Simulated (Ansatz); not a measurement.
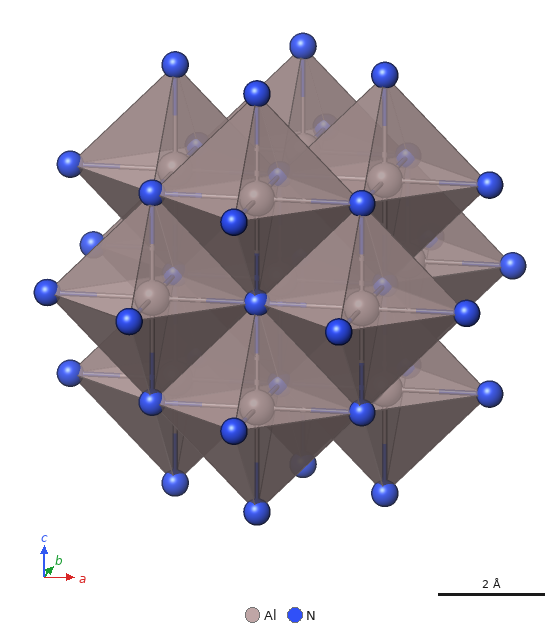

This is a symmetric starting cell of AlN. Style: polyhedral. Shown: the conventional cell (4 times the calculation's cell), slightly off an axis. Lengths and directions refer to the drawn axes.

Level of theory: DFT PBEsol, scalar-relativistic, plane waves, PAW (Ansatz). (plane-wave cutoff 420 eV; k-point mesh 10 × 10 × 10; occupations gaussian; smearing width 0.02 eV; no spin polarisation)

Now this is done to it. All lengths are scaled by −0.5 % (volume −1.6 %), the atoms keeping their fractional coordinates. No relaxation follows. The starting cell wasn't computed here and needn't be at equilibrium, so pressure and forces aren't due to the change alone.

Input
```yaml
crystal:
  lattice:
    - [0.0, 2.0236129835, 2.0236129835]
    - [2.0236129835, 0.0, 2.0236129835]
    - [2.0236129835, 2.0236129835, 0.0]
  atoms:
    - { symbol: Al, position: [0.5, 0.5, 0.5] }
    - { symbol: "N", position: [0.0, 0.0, 0.0] }
basis:
  ecutwfc: 420
kpoints:
  mp_grid: { grid: [10, 10, 10] }
hamiltonian:
  xc: pbesol
scf:
  occupations: { method: gaussian, width: 0.02 }
output:
  forces: true
  stress: true
  eigenvalues: true
  populations: true
```

Launched with:
```bash
ansatz run input.yaml --threads 1 --pin off --max-ram 1331MiB --backend cpu --events-out ev --progress --plain --runs-dir out
```

> What is the effect?

The pressure is −0.4 GPa (not all of it need come from the change, since the unchanged cell can be under pressure at this level too). All forces vanish by symmetry. Among the bonded contacts that change: Al–N 2.035 → 2.024 Å. The space group stays Fm-3m (No. 225).
